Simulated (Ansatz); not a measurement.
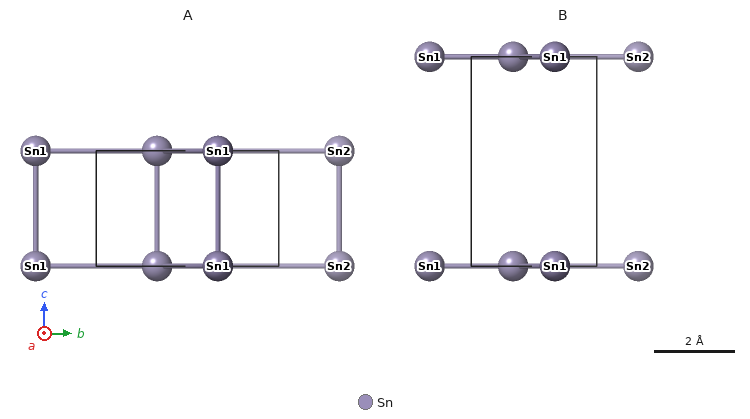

Two geometries of crystalline Sn (a generated structure, set up in P6/mmm) (coarse preliminary run), drawn at one scale. One is the start of a relaxation, the other its converged end. Style: ball-and-stick. Shown: the cell of the calculation, along the a axis.

Method: Ansatz 0.2.0, DFT PBE+D3(BJ), scalar-relativistic, plane waves, PAW. Settings: plane-wave cutoff 420 eV; k-point mesh 6 × 6 × 4; occupations gaussian; smearing width 0.1 eV; no spin polarisation; cell and atoms relaxed; force threshold 0.05 eV/Å; at most 60 steps.

Which geometry has the lower energy?

Answer. Structure A is the relaxed one. Case: C → Sn on all its sites, cell and atoms relaxed. The atoms keep their places relative to the cell (all moves are under 0.005 Å). The volume changes by +16.4 %, with a = b 3.632 → 5.283 Å (+45.5 %), c 5.257 → 2.893 Å (−45.0 %). Among the contacts that change: Sn1–Sn1 5.257 → 2.893 Å, Sn1–Sn2 2.097 → 3.050 Å. The space group stays P6/mmm (No. 191). Over 21 accepted moves (23 points after the start) the energy falls by 5869 meV per atom. All forces vanish by symmetry, so only the cell relaxes. Pressure: 94.94 GPa at the start and 0.09 GPa at the end. The SCF was repeated twice at an unchanged geometry on a basis and grid sized afresh for the cell, which shifted the energy by 117 meV per atom at most.
